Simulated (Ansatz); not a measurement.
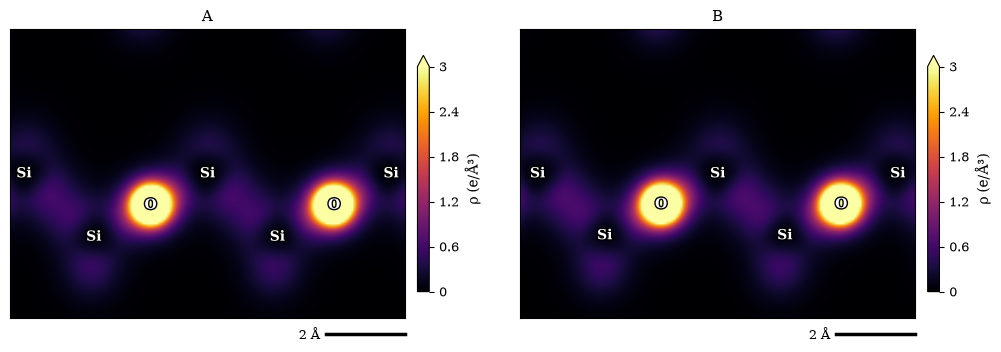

SiO. The valence pseudo-density of two cells that differ in size and shape, on the (110) plane of each (indices in the axes of the calculation cell), at one length scale and on one colour scale: A has 17.3 Å³ an atom and B 16.3.

Space group Imma; a generated structure, not necessarily the stable one.

Level of theory: DFT PBE, scalar-relativistic, plane waves, PAW in Ansatz 0.2.0.

The larger cell:

```xyz
4
Lattice="-2.0258 2.6745 3.2004 2.0258 -2.6745 3.2004 2.0258 2.6745 -3.2004" Properties=species:S:1:pos:R:3 pbc="T T T"
Si    0.0000    1.3372    2.2369
Si    2.0258    1.3372    0.9636
O     0.0000    0.0000    3.2004
O     2.0258    0.0000    0.0000
```

The smaller cell: a = 4.550 Å, b = 4.550 Å, c = 4.550 Å, α = 129.01°, β = 108.42°, γ = 93.12°.

What does the compression do to the bonding and the properties?

Answer. From the larger cell to the smaller, Si–Si goes from 2.39 to 2.32 Å, and the density at its midpoint from 0.61 to 0.68 e/Å³; Si–O goes from 1.65 to 1.63 Å; the pressure goes from 0.0 to 6 GPa.
